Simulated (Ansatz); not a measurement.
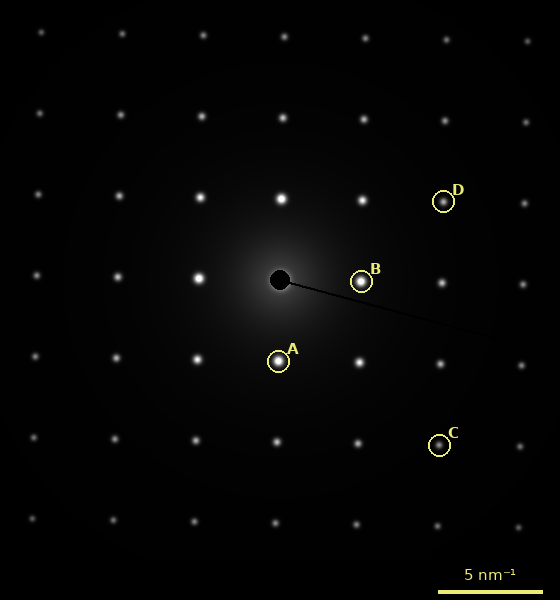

Kinematic zone-axis pattern, calculated for 200 keV electrons with B = 0.3 Å². The zone axis points towards the electron source and the pattern is seen from the source side.

Mg, space group Im-3m (No. 229), a = 3.618 Å. Structure: the input geometry of an electronic-structure calculation (not necessarily at equilibrium); the starting structure was generated, so it need not be a known form of this composition.

```json
{"atom": "Mg", "site": "2a", "symmetry": "m-3m", "x": "0.0000", "y": "0.0000", "z": "0.0000"}
```

Spot A is indexed -1 -1 0 and spot B 1 -1 0.

Question: Give hkl for C, D.

Answer: C = 2A + 2B = 0 -4 0 (d = 0.905 Å). D = −A + 2B = 3 -1 0 (d = 1.144 Å).

Question: Find the zone axis.

Answer: The cross product of A and B is parallel to [001]; every spot obeys hu + kv + lw = 0.
